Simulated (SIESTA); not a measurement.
## NaCl: 7 runs along one coordinate

System: NaCl (Fm-3m, 2 atoms in the cell).
Method: Kohn-Sham DFT of a periodic cell, PBEsol, PseudoDojo 0.4 standard, converted to PSML, no spin polarisation (SIESTA 5.4.2).

The 7 runs differ only in the geometry, by an even scaling of the cell at fixed fractional positions. The structure derives from a Materials Project entry.

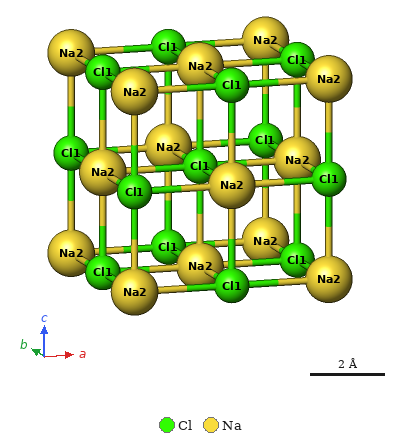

Figure 1. The structure of run 4 (ball-and-stick view of the cell 4 times as large as that of the calculation, set on its symmetry axes, seen slightly off an axis; atoms are numbered from 1 in the order of the input). An atom can appear more than once, as a periodic image.

## Input of run 4
```
SystemName                      NaCl
SystemLabel                     NaCl
NumberOfSpecies                 2
NumberOfAtoms                   2
%block ChemicalSpeciesLabel
  1  17 Cl
  2  11 Na
%endblock ChemicalSpeciesLabel

LatticeConstant                 1.0 Ang
%block LatticeVectors
     0.0000000000     2.7940632177     2.7940632177
     2.7940632177     0.0000000000     2.7940632177
     2.7940632177     2.7940632177     0.0000000000
%endblock LatticeVectors
AtomicCoordinatesFormat         Fractional
%block AtomicCoordinatesAndAtomicSpecies
     0.5000000000     0.5000000000     0.5000000000  1  Cl
     0.0000000000     0.0000000000     0.0000000000  2  Na
%endblock AtomicCoordinatesAndAtomicSpecies

%block kgrid.MonkhorstPack
    8   0   0  0.0
    0   8   0  0.0
    0   0   8  0.0
%endblock kgrid.MonkhorstPack
XC.Functional                   GGA
XC.Authors                      PBEsol
PAO.BasisSize                   DZP
PAO.EnergyShift                 0.003 Ry
Mesh.Cutoff                     800 Ry
OccupationFunction              FD
ElectronicTemperature           0.05 eV
MaxSCFIterations                120
SCF.MustConverge                false
SCF.Mixer.Method                Pulay
SCF.Mixer.Weight                0.25
SCF.Mixer.History               8
SCF.DM.Tolerance                5.0e-05
SCF.H.Tolerance                 1.0e-03 eV
WriteForces                     true
Charge.Mulliken                 end
%block PAO.Basis
  Na 4
  n=2 0 2
    2.925 0.000
  n=3 0 2
    9.500 0.000
  n=2 1 2
    3.442 0.000
  n=3 1 1
    9.500
%endblock PAO.Basis
```

Command:
```bash
siesta < NaCl.fdf > NaCl.out 2>&1
```

Run 5 differs from it as follows:
```diff
-     0.0000000000     2.7940632177     2.7940632177
-     2.7940632177     0.0000000000     2.7940632177
-     2.7940632177     2.7940632177     0.0000000000
+     0.0000000000     2.8125674869     2.8125674869
+     2.8125674869     0.0000000000     2.8125674869
+     2.8125674869     2.8125674869     0.0000000000
```

## Results, with one run withheld

```csv
run,volume per atom (Å³),"free energy per atom, from the lowest run given (meV)",pressure (GPa),gap on the mesh (eV)
1,20.504,10.35,2.38,5.42
2,20.940,5.22,1.62,5.32
3,21.376,1.75,0.94,5.23
4,21.813,0.00,0.36,5.14
5,22.249,?,?,?
6,22.685,0.93,−0.66,4.98
7,23.121,3.29,−1.07,4.91
```

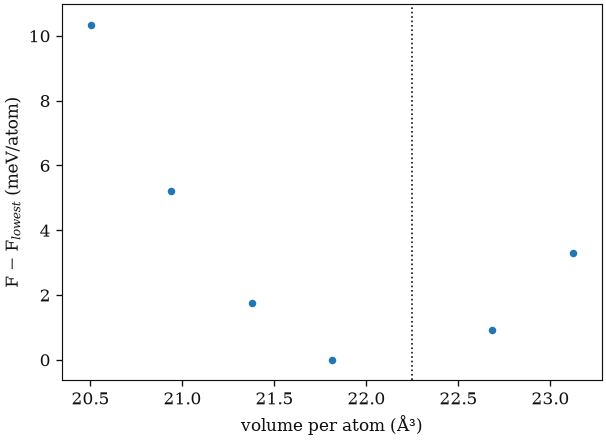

Figure 2. Free energy per atom of the runs given; the dotted line marks run 5.

What should run 5 give?

A cubic polynomial in V^(−2/3) (the Birch–Murnaghan form), fitted to the 6 runs given, misses them by at most 0.04 meV per atom. With x = V^(−2/3) − 0.12851 Å⁻², it reads F = 0.3002 + 784.9 x + 2.5184e+05 x² − 6.6198e+05 x³ (meV per atom). At run 5 it gives −0.23 meV per atom, and the run itself gives −0.23. The slope of the fit gives a pressure −dF/dV of −0.17 GPa there, and the run prints −0.18 GPa. The fit has its minimum at 22.105 Å³ per atom, where V d²F/dV² gives 26.5 GPa: the bulk modulus at this level, since symmetry fixes the shape and the positions. The gap on the mesh goes, without turning, from 5.42 eV in run 1 to 4.91 eV in run 7; run 5 has 5.06 eV. These are gaps of this functional on this mesh, which can miss the band edges; they aren't the measured gap.

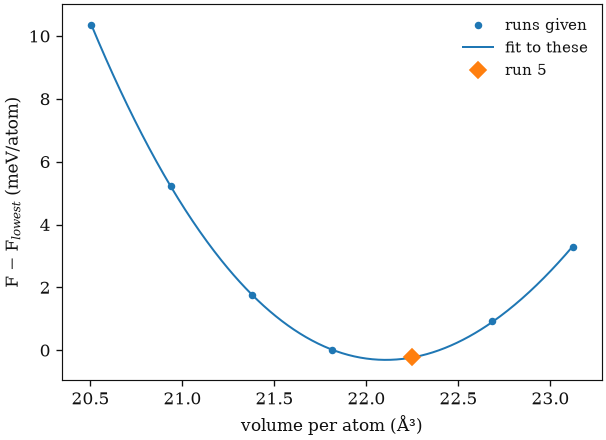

Figure 3. The fit and the withheld run.

## Some lines of the output (run 5)
```
[...]
outcell: Cell volume (Ang**3)        :     44.4978
stepf: Fermi-Dirac step function
siesta: Etot    =     -1690.037511
siesta: FreeEng =     -1690.037511
        iscf     Eharris(eV)        E_KS(eV)     FreeEng(eV)     dDmax    Ef(eV) dHmax(eV)
siesta: E_KS(eV) =            -1690.1499
siesta: E_KS - E_eggbox =     -1690.1499
siesta: Etot    =     -1690.149941
siesta: FreeEng =     -1690.149941
siesta:         Fermi =      -6.754947
siesta: Cell volume =         44.497832 Ang**3
    Orbital volume contribution        =           2.098699 eV
```

Notes: Points of doubt noted for this run: mulliken charges of long orbitals. With a small basis of atomic orbitals these values can differ much from converged plane-wave results.
